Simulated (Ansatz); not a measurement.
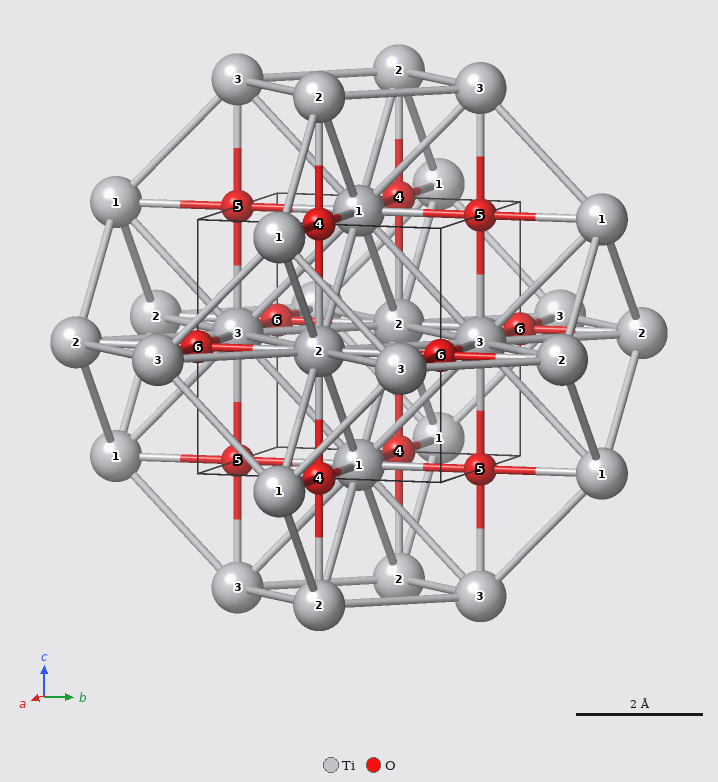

Fig. 1: The structure as given in the input (ball-and-stick view of the cell of the calculation, seen slightly off an axis; neighbours outside the cell are drawn fainter; atoms are numbered from 1 in the order of the input). An atom can appear more than once, as a periodic image. Near neighbours in the periodic cell (some may lie outside the picture): Ti has 4 O at 2.04 Å and 8 Ti at 2.89 Å; O has 4 Ti at 2.04 Å.

Geometry relaxation, with input and output: TiO (part 1 of 2)

System: TiO (6 atoms in the cell).
Method: DFT r2SCAN, scalar-relativistic, plane waves, PAW, no spin polarisation (Ansatz 0.2.0).

The structure derives from a Materials Project entry. It belongs to a series of runs on one base structure; here: no spin polarisation. Figures and captions count atoms from 1; the log counts them from 0 in places.

Output:
```
Engine: ansatz 0.2.0, x86_64-unknown-linux-gnu
Pseudopotentials: kind: paw
Pseudopotential: Ti, paw, valence charge 12, recommended cutoff 500 eV (meta_gga), Ti.paw.azcp
Pseudopotential: O, paw, valence charge 6, recommended cutoff 500 eV (meta_gga), O.paw.azcp
Functional definition: r2SCAN
  parameter k0 = 0.174
  parameter k1 = 0.065
  parameter a1 = 4.9479
  exchange = r2scan_x(k0 = k0, k1 = k1, a1 = a1)
  correlation = r2scan_c
Crystal: 6 atoms, lattice volume = 68.251 Å³
Basis set: ecut = 500 eV, 1743 PW (Γ), exchange–correlation on 120×120×120 points (64 copies of the dense FFT grid, shifted against one another)
Bands: 33, of which v1, the nominal top of the filled ones, is band 27 counted from 1 (26 counted from 0)
Symmetry: 48 space group operations
Space group: Pm-3m (ITA 221), of the structure as read, at distance tolerance 4.1e-5 Å
k-points: 56 of 1000
Non-local potential: Ti, projectors of the file, l = 0: 3, l = 1: 2, l = 2: 3, l = 3: 1
Non-local potential: O, projectors of the file, l = 0: 2, l = 1: 2, l = 2: 1
PAW form: soft (Blöchl's): semilocal exchange-correlation on the pseudo side does not see the compensation charge
PAW frozen core: Ti, regenerated for the run's functional (the file was generated under x = pbe(κ = 0.804, μ = 0.2195149727645171), c = pbe(β = 0.06672455060314922))
PAW frozen core: O, regenerated for the run's functional (the file was generated under x = pbe(κ = 0.804, μ = 0.2195149727645171), c = pbe(β = 0.06672455060314922))
PAW one-centre angular grid: Ti, 590 points (default); XC on 160 Gauss nodes
PAW one-centre angular grid: O, 302 points (default); XC on 160 Gauss nodes
Initial density: superposition of atomic densities (neutral atoms: chi_scale 0, normalization atom), corrected by the library's trained network
Initial wavefunctions: pseudopotential atomic-orbital guess
Functional: x = r2scan, c = r2scan; τ floored in thin density (d = 2e-4 eV/Å³)
SCF iter   1: F=-9226.756721 eV  HF=-9226.952707 eV  |F-HF|=1.96e-1  |Δ(HF+E_count)|=         —  Δρ=2.28e-2  dr2=4.38e-1  dr2_τ=2.93e-1  ethr=1.77e-3  ⟨swp⟩=4.6  Hψ=7597  notcnv=0
preconditioner: auto → LDOS  [metal: Δε(μ)=0.009 eV  Ē_g=9.680 eV  σ=0.100 eV  W_gap=0.05  n_scr=18 (ndim 8)  ℏωp=24.6 eV  f_vac=0.018  D(μ)=4.95/eV (n_scr^D=56)  β→1.0]
SCF iter   2: F=-9226.993875 eV  HF=-9227.055344 eV  |F-HF|=6.15e-2  |Δ(HF+E_count)|=   1.03e-1  Δρ=1.36e-2  dr2=8.26e-2  dr2_τ=2.52e-2  ethr=8.11e-4  ⟨swp⟩=3.2  Hψ=4059  notcnv=0  defer=55
SCF iter   3: F=-9227.039426 eV  HF=-9227.044354 eV  |F-HF|=4.93e-3  |Δ(HF+E_count)|=   1.10e-2  Δρ=2.87e-3  dr2=6.15e-3  dr2_τ=3.51e-4  ethr=1.53e-4  ⟨swp⟩=2.1  Hψ=3144  notcnv=0  defer=55
SCF iter   4: F=-9227.043556 eV  HF=-9227.043544 eV  |F-HF|=1.20e-5  |Δ(HF+E_count)|=   8.10e-4  Δρ=5.94e-4  dr2=1.25e-4  dr2_τ=3.01e-5  ethr=1.14e-5  ⟨swp⟩=2.0  Hψ=2962  notcnv=0  defer=54
SCF iter   5: F=-9227.043608 eV  HF=-9227.043587 eV  |F-HF|=2.05e-5  |Δ(HF+E_count)|=   4.29e-5  Δρ=1.89e-4  dr2=1.28e-5  dr2_τ=1.00e-6  ethr=2.32e-7  ⟨swp⟩=2.0  Hψ=3463  notcnv=0  defer=54
SCF iter   6: F=-9227.043614 eV  HF=-9227.043612 eV  |F-HF|=2.08e-6  |Δ(HF+E_count)|=   2.49e-5  Δρ=5.88e-5  dr2=1.14e-6  dr2_τ=5.08e-8  ethr=2.36e-8  ⟨swp⟩=2.0  Hψ=2518  notcnv=0  defer=54
SCF iter   7: F=-9227.043614 eV  HF=-9227.043614 eV  |F-HF|=2.82e-8  |Δ(HF+E_count)|=   2.39e-6  Δρ=1.22e-5  dr2=7.60e-8  dr2_τ=2.48e-9  ethr=1.85e-10  ⟨swp⟩=8.3  Hψ=8168  notcnv=0
SCF 1 converged in 7 iterations: F = -9227.043614 eV  dr2 = 7.60e-8
  greatest PAW one-centre occupation: 1.002 electrons in one spin orbital (limit 2), on the Ti atom at site 0 (counted from 0), in its partial waves of l = 1
relax step   1: F+E_penalty+E_count = -9227.04361441 eV  Δ(F+E_penalty+E_count) = +0.000e0 eV  max|allowed force component| = 1.297e-29 eV/Å  Δτ_max = 0.0000 Å  P = -4.791 GPa  Ω = 68.251 Å³  (7 SCF iters, dr2 threshold 1.00e-7 eV, accepted)
Crystal: 6 atoms, lattice volume = 66.995 Å³
Initial density: handed on by an earlier stage of this run
Initial wavefunctions: those handed on with the density
iter 1 solved again at ethr=4.61e-6 eV; its pass at ethr=3.10e-3 eV (dr2=2.49e-3 eV) is discarded
SCF iter   1: F=-9227.065560 eV  HF=-9227.049944 eV  |F-HF|=1.56e-2  |Δ(HF+E_count)|=         —  Δρ=1.38e-3  dr2=2.80e-3  dr2_τ=1.49e-2  ethr=4.61e-6  ⟨swp⟩=1.9  Hψ=11292  notcnv=0
preconditioner: auto → LDOS  [metal: Δε(μ)=0.021 eV  Ē_g=9.390 eV  σ=0.100 eV  W_gap=0.12  n_scr=18 (ndim 8)  ℏωp=24.8 eV  f_vac=0.017  D(μ)=5.14/eV (n_scr^D=56)  β→1.0]
SCF iter   2: F=-9227.066877 eV  HF=-9227.066796 eV  |F-HF|=8.16e-5  |Δ(HF+E_count)|=   1.69e-2  Δρ=5.85e-4  dr2=1.42e-4  dr2_τ=1.49e-5  ethr=4.61e-6  ⟨swp⟩=2.0  Hψ=3432  notcnv=0
SCF iter   3: F=-9227.066902 eV  HF=-9227.066887 eV  |F-HF|=1.52e-5  |Δ(HF+E_count)|=   9.12e-5  Δρ=1.69e-4  dr2=1.28e-5  dr2_τ=4.00e-7  ethr=2.63e-7  ⟨swp⟩=2.0  Hψ=2587  notcnv=0
SCF iter   4: F=-9227.066905 eV  HF=-9227.066904 eV  |F-HF|=4.70e-7  |Δ(HF+E_count)|=   1.73e-5  Δρ=5.62e-5  dr2=1.53e-6  dr2_τ=1.52e-7  ethr=2.38e-8  ⟨swp⟩=2.3  Hψ=3037  notcnv=0
SCF iter   5: F=-9227.066906 eV  HF=-9227.066906 eV  |F-HF|=1.15e-7  |Δ(HF+E_count)|=   1.29e-6  Δρ=2.18e-5  dr2=1.70e-7  dr2_τ=3.23e-8  ethr=1.11e-9  ⟨swp⟩=7.1  Hψ=7848  notcnv=0
SCF 2 converged in 5 iterations: F = -9227.066906 eV  dr2 = 1.70e-7
  greatest PAW one-centre occupation: 1.002 electrons in one spin orbital (limit 2), on the Ti atom at site 1 (counted from 0), in its partial waves of l = 1
relax step   2: F+E_penalty+E_count = -9227.06690578 eV  Δ(F+E_penalty+E_count) = -2.329e-2 eV  max|allowed force component| = 4.996e-30 eV/Å  Δτ_max = 0.0000 Å  P = -0.865 GPa  Ω = 66.995 Å³  energy of the carried Pulay correction = +8.841e-4 eV  (5 SCF iters, dr2 threshold 6.00e-7 eV, accepted)
Crystal: 6 atoms, lattice volume = 66.725 Å³
iter 1 solved again at ethr=3.55e-7 eV; its pass at ethr=3.10e-3 eV (dr2=1.92e-4 eV) is discarded
SCF iter   1: F=-9227.067738 eV  HF=-9227.067000 eV  |F-HF|=7.37e-4  |Δ(HF+E_count)|=         —  Δρ=3.14e-4  dr2=1.40e-4  dr2_τ=7.22e-4  ethr=3.55e-7  ⟨swp⟩=2.0  Hψ=10220  notcnv=0
preconditioner: auto → LDOS  [metal: Δε(μ)=0.001 eV  Ē_g=9.416 eV  σ=0.100 eV  W_gap=0.00  n_scr=18 (ndim 8)  ℏωp=24.9 eV  f_vac=0.018  D(μ)=5.08/eV (n_scr^D=56)  β→1.0]
SCF iter   2: F=-9227.067800 eV  HF=-9227.067795 eV  |F-HF|=4.68e-6  |Δ(HF+E_count)|=   7.95e-4  Δρ=1.32e-4  dr2=6.80e-6  dr2_τ=7.16e-7  ethr=2.59e-7  ⟨swp⟩=2.0  Hψ=3206  notcnv=0
SCF iter   3: F=-9227.067801 eV  HF=-9227.067800 eV  |F-HF|=8.25e-7  |Δ(HF+E_count)|=   5.01e-6  Δρ=3.92e-5  dr2=7.08e-7  dr2_τ=1.90e-8  ethr=1.11e-9  ⟨swp⟩=7.1  Hψ=7985  notcnv=0
SCF iter   4: F=-9227.067801 eV  HF=-9227.067801 eV  |F-HF|=5.32e-9  |Δ(HF+E_count)|=   9.66e-7  Δρ=1.63e-5  dr2=1.23e-7  dr2_τ=1.57e-8  ethr=1.11e-9  ⟨swp⟩=5.0  Hψ=7092  notcnv=0
SCF 3 converged in 4 iterations: F = -9227.067801 eV  dr2 = 1.23e-7
relax step   3: F+E_penalty+E_count = -9227.06780128 eV  Δ(F+E_penalty+E_count) = -8.955e-4 eV  max|allowed force component| = 4.698e-29 eV/Å  Δτ_max = 0.0000 Å  P = +0.035 GPa  Ω = 66.725 Å³  energy of the carried Pulay correction = +1.077e-3 eV  (4 SCF iters, dr2 threshold 6.00e-7 eV, accepted)
Initial wavefunctions: pseudopotential atomic-orbital guess (no wavefunctions were taken with the density)
iter 1 solved again at ethr=9.49e-9 eV; its pass at ethr=3.10e-3 eV (dr2=5.12e-6 eV) is discarded
SCF iter   1: F=-9227.066692 eV  HF=-9227.066691 eV  |F-HF|=1.11e-6  |Δ(HF+E_count)|=         —  Δρ=7.62e-5  dr2=4.70e-7  dr2_τ=2.62e-6  ethr=9.49e-9  ⟨swp⟩=4.1  Hψ=12583  notcnv=0
preconditioner: auto → LDOS  [metal: Δε(μ)=0.001 eV  Ē_g=9.413 eV  σ=0.100 eV  W_gap=0.01  n_scr=18 (ndim 8)  ℏωp=24.9 eV  f_vac=0.018  D(μ)=5.07/eV (n_scr^D=56)  β→1.0]
SCF iter   2: F=-9227.066692 eV  HF=-9227.066692 eV  |F-HF|=4.14e-9  |Δ(HF+E_count)|=   1.17e-6  Δρ=5.85e-6  dr2=1.99e-8  dr2_τ=3.30e-9  ethr=8.71e-10  ⟨swp⟩=2.0  Hψ=2701  notcnv=0
SCF iter   3: F=-9227.066692 eV  HF=-9227.066692 eV  |F-HF|=8.04e-10  |Δ(HF+E_count)|=   3.31e-9  Δρ=3.26e-6  dr2=4.57e-9  dr2_τ=6.95e-10  ethr=3.68e-11  ⟨swp⟩=2.1  Hψ=2921  notcnv=0
SCF iter   4: F=-9227.066692 eV  HF=-9227.066692 eV  |F-HF|=3.64e-12  |Δ(HF+E_count)|=   1.52e-9  Δρ=1.18e-6  dr2=7.40e-10  dr2_τ=6.67e-11  ethr=8.47e-12  ⟨swp⟩=2.0  Hψ=2703  notcnv=0
SCF iter   5: F=-9227.066692 eV  HF=-9227.066692 eV  |F-HF|=4.00e-11  |Δ(HF+E_count)|=  2.84e-10  Δρ=4.43e-7  dr2=1.02e-10  dr2_τ=6.01e-12  ethr=1.37e-12  ⟨swp⟩=2.0  Hψ=2543  notcnv=0
SCF iter   6: F=-9227.066692 eV  HF=-9227.066692 eV  |F-HF|=0.00e0  |Δ(HF+E_count)|=  7.28e-12  Δρ=5.60e-8  dr2=1.40e-12  dr2_τ=7.08e-14  ethr=1.00e-12  ⟨swp⟩=5.4  Hψ=6583  notcnv=0
SCF 4 converged in 6 iterations: F = -9227.066692 eV  dr2 = 1.40e-12
relax step   4: F+E_penalty+E_count = -9227.06669230 eV  Δ(F+E_penalty+E_count) = +1.109e-3 eV  max|allowed force component| = 4.979e-29 eV/Å  Δτ_max = 0.0000 Å  P = +0.037 GPa  Ω = 66.725 Å³  stress off target by 3.66e-2 GPa  SCF on the basis re-selected at this cell (its energy is not comparable with the rows above)  (6 SCF iters)
```

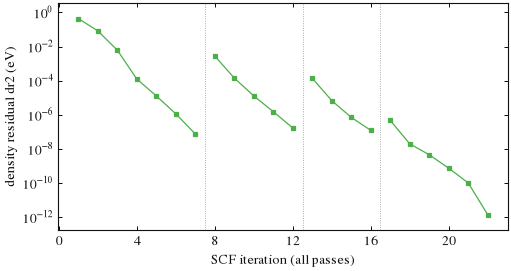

Fig. 2: Convergence of the self-consistent field: density residual dr2 against the SCF iteration. The dotted lines part the SCF passes of the relaxation: geometry steps, rejected trials and re-solves on a re-selected basis. The passes take 7, 5, 4 and 6 iterations.

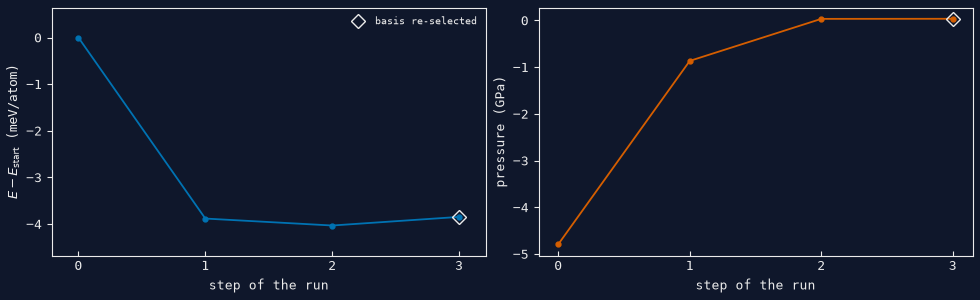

Fig. 3: Progress of the relaxation, step by step (the first geometry is step 0 here and step 1 in the log).
